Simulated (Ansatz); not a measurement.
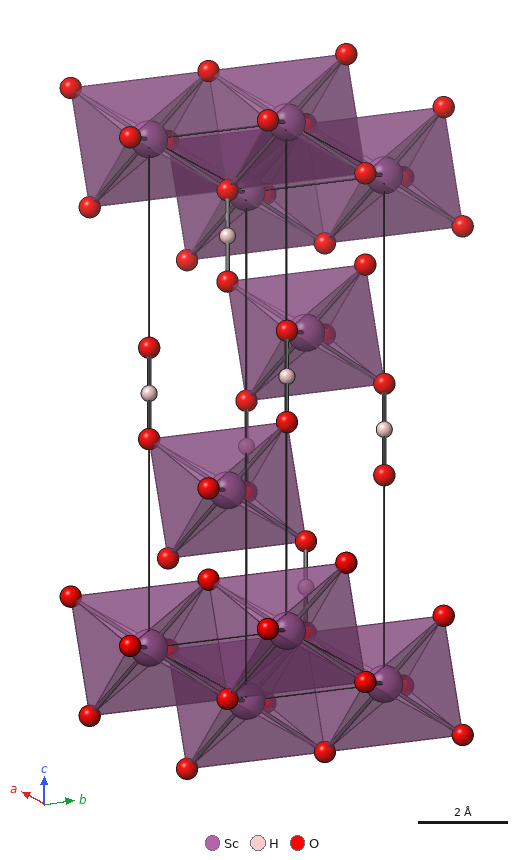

Polyhedral drawing of the structure, looking from a general direction. Lines trace the edges of the conventional unit cell. Some neighbours outside the box are added.

ScHO2, space group R-3m (No. 166), a = 3.20 Å, b = 3.20 Å, c = 13.42 Å, α = 90.00°, β = 90.00°, γ = 120.00°.

Computational set-up: Ansatz 0.2.0, DFT, r2SCAN, plane waves, PAW, cutoff 500 eV, k-points about 0.29 Å⁻¹ apart, no spin polarisation.

What does the calculation say: metal or gapped?

Answer. An insulator at this level, with a gap of 4.53 eV, indirect; the smallest direct gap is 4.95 eV.

What is the clamped-ion dielectric constant?

Answer. ε∞ averages 3.7.

The initial geometry was a structure listed in the Materials Project. Earlier steps of the study may have refined or changed the cell and positions. It went into a calculation with Ansatz.
